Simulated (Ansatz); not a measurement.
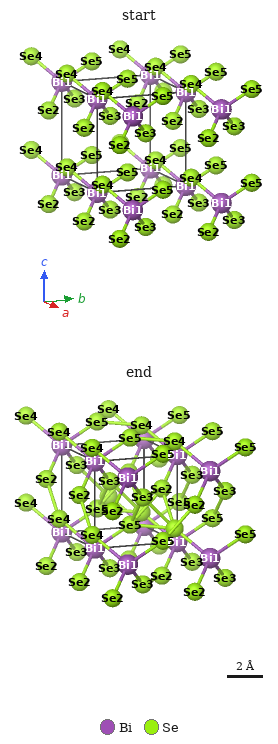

The structure of crystalline BiSe$_{4}$ (a generated structure, set up in P-43m) (coarse preliminary run) before (top) and after (bottom) a relaxation, at one scale.

The picture is a ball-and-stick view of the cell of the calculation, repeated 2 × 1 × 1 with one cell outlined, seen slightly off an axis.

All numbers below come from Ansatz 0.2.0, DFT PBE, scalar-relativistic, plane waves, PAW. Set-up: plane-wave cutoff 420 eV; k-point mesh 4 × 4 × 4; occupations gaussian; smearing width 0.1 eV; no spin polarisation; cell and atoms relaxed; force threshold 0.04 eV/Å; at most 70 steps.

Question: Describe what moved and what it gained.

Answer: The largest moves relative to the cell, 0.57 Å, are those of Se2, Se3, Se4 and Se5. Se5 goes along [1 1 1]. Bi stays in place. The volume changes by −19.8 %, with a = b = c 5.613 → 5.214 Å (−7.1 %). Near-neighbour distances that change, for instance: Se2–Se3 4.067 → 2.844 Å, Bi1–Se2 2.370 → 2.774 Å. The space group stays P-43m (No. 215). Over 7 accepted moves (8 points after the start) the energy falls by 2.949 eV per cell of the calculation. Largest force component: 2.2 eV/Å at the start, 0.0018 eV/Å at the end. Pressure: 8.60 GPa at the start and 0.05 GPa at the end. The SCF was repeated once at an unchanged geometry on a basis and grid sized afresh for the cell, which shifted the energy by 2.5 meV per cell of the calculation at most. Cost: 2.1 min on 1 thread of Intel(R) Xeon(R) Processor @ 2.50GHz (Skylake/Cascade Lake), on a shared host, peak memory 0.44 GiB.
